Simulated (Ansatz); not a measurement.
Single-point calculation, with input and output: C8N (part 2 of 3)

C8N (slab, 9 atoms in the cell); DFT PBEsol, scalar-relativistic, plane waves, PAW, spin-polarised (Ansatz 0.2.0); cutoff 420 eV, 12×12×1 k-mesh, Gaussian smearing of 0.05 eV, collinear spins. The structure derives from an entry of the Crystallography Open Database. It belongs to a series of runs on one base structure; here: N lifted by +0.30 A from its best place.

Geometry of the input (Å; fractional positions):
```
2.4988  0.0000  0.0000
-1.2494  2.1640  0.0000
0.0000  0.0000  25.7639
C  0.3333  0.6667  0.3299
C  0.6667  0.3333  0.3502
C  0.6667  0.3333  0.4107
C  0.3333  0.6667  0.4310
C  0.3333  0.6667  0.5398
C  0.6667  0.3333  0.5404
C  0.6667  0.3333  0.6885
C  0.3333  0.6667  0.6885
N  0.5833  1.1667  0.7556
```

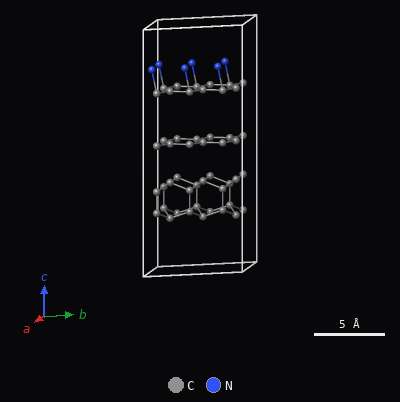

The structure as given in the input (ball-and-stick view of the 2 × 3 repeat of the cell, with the vacuum cut short, seen slightly off an axis). An atom can appear more than once, as a periodic image.

Output, continued:
```
SCF iter   1: F=—  HF=-2344.257209 eV  |F-HF|=—  |Δ(HF+E_count)|=         —  Δρ=5.93e-2 (↑5.93e-2 ↓4.55e-2)  dr2=3.70e1  dr2_m=1.25e0  M=1.258 μB ∫|m|=1.627 μB  β_m=0.30  ethr=3.10e-3  p=0.000 e·Å  D=2.96e-7 V/Å  ΔV_dip=-0.00 eV  dr2_dipole=2.02e1  V_vac-E_F(+/−)=7.80/7.80 eV  ⟨swp⟩=8.3  Hψ=14184  notcnv=0  defer=25
efield: sawtooth ramp at fractional position 0.0228 (placed from the atoms, in the widest stretch of the axis that holds none; the zero of the levels goes with the place), width 0.0400; the density the first Hamiltonian is built on has a dipole p = 0.000 e·Å; the dipole correction subtracts the counter field D = 2.96e-7 V/Å, which shifts the + side's vacuum level by -0.00 eV against the − side's; the planar-averaged density in the ramp window peaks in size at 3.0e-7 e/Å³
preconditioner: auto → none  [insulator: Δε(μ)=0.072 eV  Ē_g=15.139 eV  σ=0.050 eV  W_gap=0.62  n_scr=16 (ndim 8)  ℏωp=19.1 eV  f_vac=0.451  D(μ)=4.10/eV (n_scr^D=18)  ε∞_Penn≈2.6]
SCF iter   2: F=—  HF=-2848.738821 eV  |F-HF|=—  |Δ(HF+E_count)|=    5.04e2  Δρ=2.66e-1 (↑2.28e-1 ↓2.66e-1)  dr2=2.54e4  dr2_m=2.71e0  M=0.900 μB ∫|m|=0.933 μB  β_m=0.30  ethr=3.10e-3  p=1.674 e·Å  D=2.17e0 V/Å  ΔV_dip=-56.00 eV  dr2_dipole=2.86e4  V_vac-E_F(+/−)=-15.27/40.74 eV  ⟨swp⟩=31.5  Hψ=64343  notcnv=0  defer=577  κ⁻¹=1.0e0(r=1)
preconditioner: auto → LDOS  [metal: Δε(μ)=0.001 eV  Ē_g=17.465 eV  σ=0.050 eV  W_gap=0.01  n_scr=16 (ndim 8)  ℏωp=17.2 eV  f_vac=0.454  D(μ)=3.57/eV (n_scr^D=16)]
spin=Collinear: LDOS preconditioning applied to the charge; magnetization (m = ρ↑ − ρ↓) channel mixes plain (no charge-response kernel on spin).
SCF iter   3: F=—  HF=-2345.388123 eV  |F-HF|=—  |Δ(HF+E_count)|=    5.03e2  Δρ=4.45e-2 (↑4.45e-2 ↓4.17e-2)  dr2=1.45e2  dr2_m=4.70e-2  M=1.416 μB ∫|m|=1.460 μB  β_m=1.00  ethr=3.10e-3  p=0.087 e·Å  D=1.13e-1 V/Å  ΔV_dip=-2.91 eV  dr2_dipole=1.11e2  V_vac-E_F(+/−)=6.22/9.12 eV  ⟨swp⟩=11.9  Hψ=24098  notcnv=0  defer=453  κ⁻¹=3.3e-4(r=2)
SCF iter   4: F=—  HF=-2343.244653 eV  |F-HF|=—  |Δ(HF+E_count)|=    2.14e0  Δρ=2.92e-2 (↑2.92e-2 ↓2.55e-2)  dr2=1.37e1  dr2_m=1.00e-1  M=0.793 μB ∫|m|=0.886 μB  β_m=0.30  ethr=3.10e-3  p=-0.078 e·Å  D=-1.02e-1 V/Å  ΔV_dip=2.62 eV  dr2_dipole=8.92e0  V_vac-E_F(+/−)=8.77/6.16 eV  ⟨swp⟩=8.4  Hψ=8505  notcnv=0  defer=404  κ⁻¹=1.3e-5(r=3)
SCF iter   5: F=—  HF=-2342.567770 eV  |F-HF|=—  |Δ(HF+E_count)|=   6.77e-1  Δρ=1.70e-2 (↑1.70e-2 ↓1.56e-2)  dr2=1.29e0  dr2_m=5.64e-2  M=0.779 μB ∫|m|=0.866 μB  β_m=0.30  ethr=3.10e-3  p=0.008 e·Å  D=9.80e-3 V/Å  ΔV_dip=-0.25 eV  dr2_dipole=1.59e-1  V_vac-E_F(+/−)=6.12/6.37 eV  ⟨swp⟩=5.4  Hψ=6003  notcnv=0  defer=408  κ⁻¹=7.0e-6(r=4)
SCF iter   6: F=—  HF=-2342.345841 eV  |F-HF|=—  |Δ(HF+E_count)|=   2.22e-1  Δρ=7.05e-3 (↑6.41e-3 ↓7.05e-3)  dr2=3.89e-1  dr2_m=3.51e-2  M=0.764 μB ∫|m|=0.843 μB  β_m=0.30  ethr=3.10e-3  p=0.048 e·Å  D=6.18e-2 V/Å  ΔV_dip=-1.59 eV  dr2_dipole=1.34e-1  V_vac-E_F(+/−)=4.26/5.83 eV  ⟨swp⟩=4.4  Hψ=5674  notcnv=0  defer=392  κ⁻¹=9.7e-7(r=5)
SCF iter   7: F=—  HF=-2342.377052 eV  |F-HF|=—  |Δ(HF+E_count)|=   3.12e-2  Δρ=8.86e-3 (↑8.86e-3 ↓4.44e-3)  dr2=3.62e-1  dr2_m=4.91e-2  M=0.654 μB ∫|m|=0.730 μB  β_m=0.30  ethr=1.05e-3  p=0.077 e·Å  D=9.96e-2 V/Å  ΔV_dip=-2.57 eV  dr2_dipole=6.08e-2  V_vac-E_F(+/−)=3.27/5.81 eV  ⟨swp⟩=3.6  Hψ=3534  notcnv=0  defer=405  κ⁻¹=1.9e-7(r=6)
SCF iter   8: F=—  HF=-2342.376744 eV  |F-HF|=—  |Δ(HF+E_count)|=   3.09e-4  Δρ=5.71e-3 (↑5.71e-3 ↓4.09e-3)  dr2=3.68e-2  dr2_m=2.77e-2  M=0.650 μB ∫|m|=0.723 μB  β_m=0.30  ethr=9.79e-4  p=0.055 e·Å  D=7.08e-2 V/Å  ΔV_dip=-1.82 eV  dr2_dipole=1.07e-4  V_vac-E_F(+/−)=3.90/5.70 eV  ⟨swp⟩=2.6  Hψ=3027  notcnv=0  defer=392  κ⁻¹=1.5e-8(r=7)
SCF iter   9: F=—  HF=-2342.383048 eV  |F-HF|=—  |Δ(HF+E_count)|=   6.30e-3  Δρ=5.85e-3 (↑5.85e-3 ↓3.50e-3)  dr2=9.51e-2  dr2_m=2.67e-2  M=0.597 μB ∫|m|=0.671 μB  β_m=0.30  ethr=9.94e-5  p=0.042 e·Å  D=5.43e-2 V/Å  ΔV_dip=-1.40 eV  dr2_dipole=1.43e-2  V_vac-E_F(+/−)=4.32/5.70 eV  ⟨swp⟩=3.2  Hψ=3411  notcnv=0  defer=421  κ⁻¹=6.4e-9(r=8)
SCF iter  10: F=—  HF=-2342.389055 eV  |F-HF|=—  |Δ(HF+E_count)|=   6.01e-3  Δρ=5.22e-3 (↑5.22e-3 ↓3.38e-3)  dr2=3.80e-2  dr2_m=2.29e-2  M=0.554 μB ∫|m|=0.634 μB  β_m=0.30  ethr=9.94e-5  p=0.035 e·Å  D=4.48e-2 V/Å  ΔV_dip=-1.16 eV  dr2_dipole=1.59e-3  V_vac-E_F(+/−)=4.55/5.69 eV  ⟨swp⟩=2.2  Hψ=2512  notcnv=0  defer=411  κ⁻¹=3.4e-9(r=8)
SCF iter  11: F=—  HF=-2342.394944 eV  |F-HF|=—  |Δ(HF+E_count)|=   5.89e-3  Δρ=4.46e-3 (↑4.46e-3 ↓3.05e-3)  dr2=1.60e-2  dr2_m=1.75e-2  M=0.526 μB ∫|m|=0.615 μB  β_m=0.30  ethr=9.94e-5  p=0.030 e·Å  D=3.95e-2 V/Å  ΔV_dip=-1.02 eV  dr2_dipole=4.59e-5  V_vac-E_F(+/−)=4.68/5.68 eV  ⟨swp⟩=1.9  Hψ=2471  notcnv=0  defer=400  κ⁻¹=2.7e-8(r=8)
SCF iter  12: F=—  HF=-2342.393194 eV  |F-HF|=—  |Δ(HF+E_count)|=   1.75e-3  Δρ=3.10e-3 (↑2.64e-3 ↓3.10e-3)  dr2=6.65e-3  dr2_m=1.01e-2  M=0.524 μB ∫|m|=0.622 μB  β_m=1.20  ethr=4.33e-5  p=-0.001 e·Å  D=-1.62e-3 V/Å  ΔV_dip=0.04 eV  dr2_dipole=7.71e-5  V_vac-E_F(+/−)=5.78/5.73 eV  ⟨swp⟩=4.0  Hψ=4165  notcnv=0  defer=412
Mixer restart at iter 12: flushing history
spin-set hold released at iteration 12 (site moments contracting): the magnetisation degrees of freedom join the quasi-Newton model from the next iteration; the mixer history was flushed
SCF iter  13: F=—  HF=-2342.399953 eV  |F-HF|=—  |Δ(HF+E_count)|=   6.76e-3  Δρ=1.67e-3 (↑1.64e-3 ↓1.67e-3)  dr2=6.96e-3  dr2_m=3.27e-3  M=0.472 μB ∫|m|=0.648 μB  β_m=0.43  ethr=1.80e-5  p=-0.005 e·Å  D=-6.35e-3 V/Å  ΔV_dip=0.16 eV  dr2_dipole=6.28e-3  V_vac-E_F(+/−)=5.92/5.75 eV  ⟨swp⟩=3.2  Hψ=4527  notcnv=0  defer=398
density mixer auto → msr1: a metal under ldos (density of states about μ 1.09 of a free-electron gas's, 16 screened modes)
SCF iter  14: F=—  HF=-2342.404304 eV  |F-HF|=—  |Δ(HF+E_count)|=   4.35e-3  Δρ=2.20e-3 (↑2.20e-3 ↓2.14e-3)  dr2=1.69e-3  dr2_m=5.96e-3  M=0.452 μB ∫|m|=0.695 μB  β_m=0.71  ethr=1.80e-5  p=-0.008 e·Å  D=-1.08e-2 V/Å  ΔV_dip=0.28 eV  dr2_dipole=1.29e-3  V_vac-E_F(+/−)=6.05/5.76 eV  ⟨swp⟩=2.2  Hψ=2664  notcnv=0  defer=390
SCF iter  15: F=—  HF=-2342.418813 eV  |F-HF|=—  |Δ(HF+E_count)|=   1.45e-2  Δρ=3.52e-3 (↑3.52e-3 ↓3.30e-3)  dr2=5.28e-3  dr2_m=1.48e-2  M=0.410 μB ∫|m|=0.850 μB  β_m=0.86  ethr=4.58e-6  p=-0.012 e·Å  D=-1.55e-2 V/Å  ΔV_dip=0.40 eV  dr2_dipole=3.85e-3  V_vac-E_F(+/−)=6.17/5.77 eV  ⟨swp⟩=3.2  Hψ=4232  notcnv=0  defer=381  recentre
SCF iter  16: F=-2342.428681 eV  HF=-2342.419373 eV  |F-HF|=9.31e-3  |Δ(HF+E_count)|=   5.60e-4  Δρ=3.55e-3 (↑3.43e-3 ↓3.55e-3)  dr2=3.35e-3  dr2_m=1.55e-2  M=0.421 μB ∫|m|=0.874 μB  β_m=0.62  ethr=4.58e-6  p=-0.014 e·Å  D=-1.78e-2 V/Å  ΔV_dip=0.46 eV  dr2_dipole=2.10e-3  V_vac-E_F(+/−)=6.23/5.77 eV  ⟨swp⟩=2.0  Hψ=2364  notcnv=0  defer=380
SCF iter  17: F=-2342.448562 eV  HF=-2342.441187 eV  |F-HF|=7.38e-3  |Δ(HF+E_count)|=   2.18e-2  Δρ=4.49e-3 (↑4.47e-3 ↓4.49e-3)  dr2=1.06e-2  dr2_m=2.48e-2  M=0.314 μB ∫|m|=0.927 μB  β_m=0.96  ethr=4.58e-6  p=-0.016 e·Å  D=-2.04e-2 V/Å  ΔV_dip=0.53 eV  dr2_dipole=5.89e-3  V_vac-E_F(+/−)=6.26/5.73 eV  ⟨swp⟩=3.3  Hψ=4444  notcnv=0  defer=376
SCF iter  18: F=-2342.481155 eV  HF=-2342.503215 eV  |F-HF|=2.21e-2  |Δ(HF+E_count)|=   6.20e-2  Δρ=5.26e-3 (↑5.26e-3 ↓4.06e-3)  dr2=3.20e-2  dr2_m=2.55e-2  M=0.234 μB ∫|m|=1.176 μB  β_m=0.91  ethr=4.58e-6  p=-0.023 e·Å  D=-2.93e-2 V/Å  ΔV_dip=0.76 eV  dr2_dipole=1.73e-2  V_vac-E_F(+/−)=6.36/5.60 eV  ⟨swp⟩=4.0  Hψ=5886  notcnv=0  defer=385
SCF iter  19: F=-2342.201092 eV  HF=-2342.511246 eV  |F-HF|=3.10e-1  |Δ(HF+E_count)|=   8.03e-3  Δρ=7.16e-3 (↑2.39e-3 ↓7.16e-3)  dr2=3.34e-1  dr2_m=2.38e-2  M=0.259 μB ∫|m|=1.157 μB  β_m=0.91  ethr=4.58e-6  p=-0.018 e·Å  D=-2.35e-2 V/Å  ΔV_dip=0.61 eV  dr2_dipole=1.36e-2  V_vac-E_F(+/−)=6.25/5.64 eV  ⟨swp⟩=4.5  Hψ=6224  notcnv=0  defer=382  recentre
SCF iter  20: F=-2342.495466 eV  HF=-2342.570819 eV  |F-HF|=7.54e-2  |Δ(HF+E_count)|=   5.96e-2  Δρ=2.72e-3 (↑2.36e-3 ↓2.72e-3)  dr2=5.42e-2  dr2_m=6.21e-3  M=0.261 μB ∫|m|=1.652 μB  β_m=0.67  ethr=4.58e-6  p=-0.016 e·Å  D=-2.12e-2 V/Å  ΔV_dip=0.55 eV  dr2_dipole=2.78e-2  V_vac-E_F(+/−)=6.30/5.76 eV  ⟨swp⟩=5.3  Hψ=7407  notcnv=0  defer=389
SCF iter  21: F=-2342.557173 eV  HF=-2342.551205 eV  |F-HF|=5.97e-3  |Δ(HF+E_count)|=   1.96e-2  Δρ=3.39e-3 (↑2.90e-3 ↓3.39e-3)  dr2=4.92e-3  dr2_m=1.21e-2  M=0.255 μB ∫|m|=1.766 μB  β_m=0.73  ethr=4.58e-6  p=-0.037 e·Å  D=-4.75e-2 V/Å  ΔV_dip=1.22 eV  dr2_dipole=9.53e-4  V_vac-E_F(+/−)=6.35/5.12 eV  ⟨swp⟩=5.0  Hψ=7110  notcnv=0  defer=400
SCF iter  22: F=-2342.553476 eV  HF=-2342.560016 eV  |F-HF|=6.54e-3  |Δ(HF+E_count)|=   8.81e-3  Δρ=2.94e-3 (↑2.47e-3 ↓2.94e-3)  dr2=8.16e-3  dr2_m=8.89e-3  M=0.234 μB ∫|m|=1.716 μB  β_m=0.87  ethr=4.58e-6  p=-0.030 e·Å  D=-3.95e-2 V/Å  ΔV_dip=1.02 eV  dr2_dipole=5.67e-3  V_vac-E_F(+/−)=6.33/5.31 eV  ⟨swp⟩=2.9  Hψ=4368  notcnv=0  defer=383
SCF iter  23: F=-2342.545139 eV  HF=-2342.530591 eV  |F-HF|=1.45e-2  |Δ(HF+E_count)|=   2.94e-2  Δρ=4.58e-3 (↑4.02e-3 ↓4.58e-3)  dr2=7.93e-3  dr2_m=2.32e-2  M=0.204 μB ∫|m|=1.795 μB  β_m=0.87  ethr=4.58e-6  p=-0.035 e·Å  D=-4.58e-2 V/Å  ΔV_dip=1.18 eV  dr2_dipole=3.13e-3  V_vac-E_F(+/−)=6.35/5.17 eV  ⟨swp⟩=3.5  Hψ=5272  notcnv=0  defer=380  recentre
SCF iter  24: F=-2342.568112 eV  HF=-2342.570161 eV  |F-HF|=2.05e-3  |Δ(HF+E_count)|=   3.96e-2  Δρ=1.81e-3 (↑1.51e-3 ↓1.81e-3)  dr2=4.37e-3  dr2_m=3.35e-3  M=0.193 μB ∫|m|=1.620 μB  β_m=0.93  ethr=4.58e-6  p=-0.035 e·Å  D=-4.57e-2 V/Å  ΔV_dip=1.18 eV  dr2_dipole=4.70e-5  V_vac-E_F(+/−)=6.33/5.15 eV  ⟨swp⟩=3.9  Hψ=6515  notcnv=0  defer=374
SCF iter  25: F=-2342.567210 eV  HF=-2342.577814 eV  |F-HF|=1.06e-2  |Δ(HF+E_count)|=   7.65e-3  Δρ=1.43e-3 (↑1.43e-3 ↓1.14e-3)  dr2=1.22e-2  dr2_m=2.79e-4  M=0.105 μB ∫|m|=1.489 μB  β_m=0.75  ethr=4.58e-6  p=-0.035 e·Å  D=-4.55e-2 V/Å  ΔV_dip=1.17 eV  dr2_dipole=3.00e-4  V_vac-E_F(+/−)=6.36/5.19 eV  ⟨swp⟩=3.6  Hψ=5432  notcnv=0  defer=374
SCF iter  26: F=-2342.570620 eV  HF=-2342.575539 eV  |F-HF|=4.92e-3  |Δ(HF+E_count)|=   2.27e-3  Δρ=9.23e-4 (↑9.23e-4 ↓4.80e-4)  dr2=4.99e-3  dr2_m=2.64e-4  M=0.104 μB ∫|m|=1.484 μB  β_m=0.70  ethr=4.58e-6  p=-0.036 e·Å  D=-4.66e-2 V/Å  ΔV_dip=1.20 eV  dr2_dipole=5.45e-4  V_vac-E_F(+/−)=6.36/5.16 eV  ⟨swp⟩=3.1  Hψ=5510  notcnv=0  defer=368
SCF iter  27: F=-2342.574556 eV  HF=-2342.575332 eV  |F-HF|=7.76e-4  |Δ(HF+E_count)|=   2.07e-4  Δρ=3.21e-4 (↑3.21e-4 ↓2.44e-4)  dr2=6.08e-4  dr2_m=6.76e-5  M=0.111 μB ∫|m|=1.488 μB  β_m=0.71  ethr=4.58e-6  p=-0.034 e·Å  D=-4.44e-2 V/Å  ΔV_dip=1.14 eV  dr2_dipole=2.64e-4  V_vac-E_F(+/−)=6.36/5.21 eV  ⟨swp⟩=2.3  Hψ=3572  notcnv=0  defer=369
SCF iter  28: F=-2342.575333 eV  HF=-2342.575343 eV  |F-HF|=1.06e-5  |Δ(HF+E_count)|=   1.10e-5  Δρ=1.79e-4 (↑1.50e-4 ↓1.79e-4)  dr2=3.69e-5  dr2_m=2.71e-5  M=0.114 μB ∫|m|=1.486 μB  β_m=0.66  ethr=1.64e-6  p=-0.035 e·Å  D=-4.54e-2 V/Å  ΔV_dip=1.17 eV  dr2_dipole=1.54e-6  V_vac-E_F(+/−)=6.37/5.20 eV  ⟨swp⟩=2.0  Hψ=2655  notcnv=0  defer=367
SCF iter  29: F=-2342.575339 eV  HF=-2342.575363 eV  |F-HF|=2.35e-5  |Δ(HF+E_count)|=   1.98e-5  Δρ=1.13e-4 (↑8.72e-5 ↓1.13e-4)  dr2=2.90e-5  dr2_m=9.60e-6  M=0.113 μB ∫|m|=1.484 μB  β_m=0.83  ethr=9.97e-8  p=-0.035 e·Å  D=-4.56e-2 V/Å  ΔV_dip=1.18 eV  dr2_dipole=4.52e-6  V_vac-E_F(+/−)=6.37/5.19 eV  ⟨swp⟩=2.2  Hψ=3722  notcnv=0  defer=368
SCF iter  30: F=-2342.575362 eV  HF=-2342.575372 eV  |F-HF|=1.02e-5  |Δ(HF+E_count)|=   8.88e-6  Δρ=5.64e-5 (↑4.97e-5 ↓5.64e-5)  dr2=1.18e-5  dr2_m=1.79e-6  M=0.111 μB ∫|m|=1.482 μB  β_m=0.74  ethr=7.84e-8  p=-0.035 e·Å  D=-4.56e-2 V/Å  ΔV_dip=1.17 eV  dr2_dipole=1.64e-6  V_vac-E_F(+/−)=6.37/5.20 eV  ⟨swp⟩=2.0  Hψ=3570  notcnv=0  defer=367
SCF iter  31: F=-2342.575371 eV  HF=-2342.575372 eV  |F-HF|=9.24e-7  |Δ(HF+E_count)|=   5.83e-7  Δρ=1.80e-5 (↑1.80e-5 ↓1.51e-5)  dr2=1.35e-6  dr2_m=2.09e-7  M=0.111 μB ∫|m|=1.481 μB  β_m=0.65  ethr=3.18e-8  p=-0.035 e·Å  D=-4.57e-2 V/Å  ΔV_dip=1.18 eV  dr2_dipole=6.11e-8  V_vac-E_F(+/−)=6.37/5.20 eV  ⟨swp⟩=2.0  Hψ=3545  notcnv=0  defer=367
SCF iter  32: F=-2342.575372 eV  HF=-2342.575372 eV  |F-HF|=2.48e-8  |Δ(HF+E_count)|=   5.16e-8  Δρ=7.27e-6 (↑6.50e-6 ↓7.27e-6)  dr2=1.16e-7  dr2_m=5.03e-8  M=0.111 μB ∫|m|=1.481 μB  β_m=0.75  ethr=3.65e-9  p=-0.035 e·Å  D=-4.57e-2 V/Å  ΔV_dip=1.18 eV  dr2_dipole=4.17e-8  V_vac-E_F(+/−)=6.37/5.20 eV  ⟨swp⟩=2.0  Hψ=3560  notcnv=0  defer=368
SCF iter  33: F=-2342.575373 eV  HF=-2342.575373 eV  |F-HF|=8.46e-9  |Δ(HF+E_count)|=   1.65e-7  Δρ=3.66e-6 (↑3.49e-6 ↓3.66e-6)  dr2=2.49e-8  dr2_m=1.36e-8  M=0.111 μB ∫|m|=1.481 μB  β_m=0.80  ethr=2.70e-10  p=-0.035 e·Å  D=-4.57e-2 V/Å  ΔV_dip=1.18 eV  dr2_dipole=2.50e-9  V_vac-E_F(+/−)=6.37/5.20 eV  ⟨swp⟩=32.9  Hψ=35248  notcnv=0
SCF iter  34: F=-2342.575373 eV  HF=-2342.575373 eV  |F-HF|=1.42e-8  |Δ(HF+E_count)|=   3.61e-8  Δρ=2.28e-6 (↑2.28e-6 ↓2.08e-6)  dr2=1.76e-8  dr2_m=4.45e-9  M=0.111 μB ∫|m|=1.481 μB  β_m=0.78  ethr=6.72e-11  p=-0.035 e·Å  D=-4.57e-2 V/Å  ΔV_dip=1.18 eV  dr2_dipole=3.19e-9  V_vac-E_F(+/−)=6.37/5.20 eV  ⟨swp⟩=11.1  Hψ=16527  notcnv=0
SCF iter  35: F=-2342.575373 eV  HF=-2342.575373 eV  |F-HF|=5.40e-9  |Δ(HF+E_count)|=   3.78e-9  Δρ=1.15e-6 (↑1.04e-6 ↓1.15e-6)  dr2=8.28e-9  dr2_m=1.02e-9  M=0.111 μB ∫|m|=1.481 μB  ethr=4.75e-11  p=-0.035 e·Å  D=-4.57e-2 V/Å  ΔV_dip=1.18 eV  dr2_dipole=8.31e-11  V_vac-E_F(+/−)=6.37/5.20 eV  ⟨swp⟩=10.1  Hψ=15504  notcnv=0
SCF 1 converged in 35 iterations: F = -2342.575373 eV  dr2 = 8.28e-9
  greatest PAW one-centre occupation: 0.867 electrons in one spin orbital (limit 2), on the N atom at site 8 (counted from 0), in its partial waves of l = 0
at 7 of the mixer's solves, the last at iteration 22, it left a direction of its history that read negative out of its fit and stepped the other way along it
```
